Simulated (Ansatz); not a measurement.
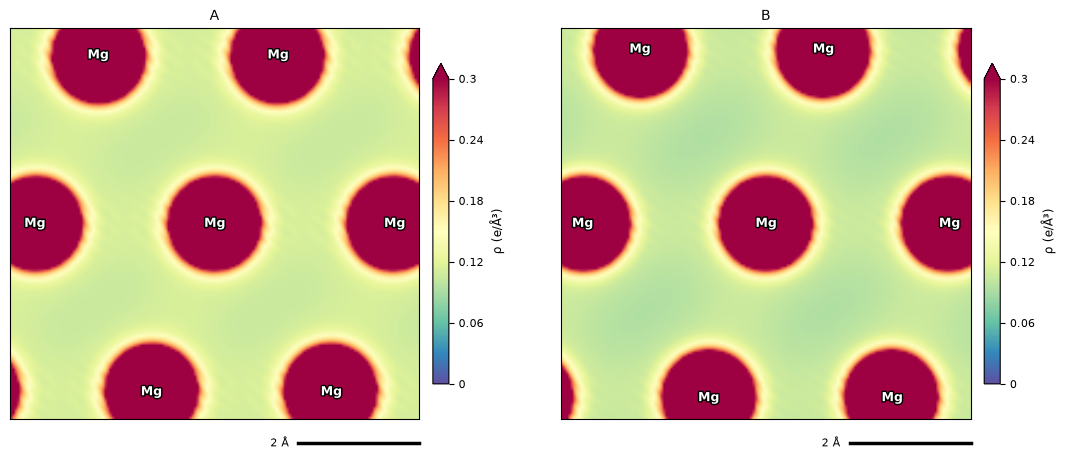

Mg. The valence charge density (pseudo) of two cells that differ in size and shape, on the (011̄) plane of each (indices in the axes of the calculation cell), at one length scale and on one colour scale; one has 20.3 and the other 21.5 Å³ an atom.

All numbers below come from Ansatz, DFT PBEsol, scalar-relativistic, plane waves, PAW.

The density is the valence pseudo-density of a PAW calculation; it isn't the true density close to the nuclei.

### Which panel shows the smaller cell, and what does the compression change?

Panel A is the smaller cell, by 6 % in volume. From the larger cell to the smaller, Mg–Mg goes from 3.04 to 2.98 Å, and the density at its midpoint from 0.11 to 0.11 e/Å³; the pressure goes from 1.8 to 4.6 GPa.
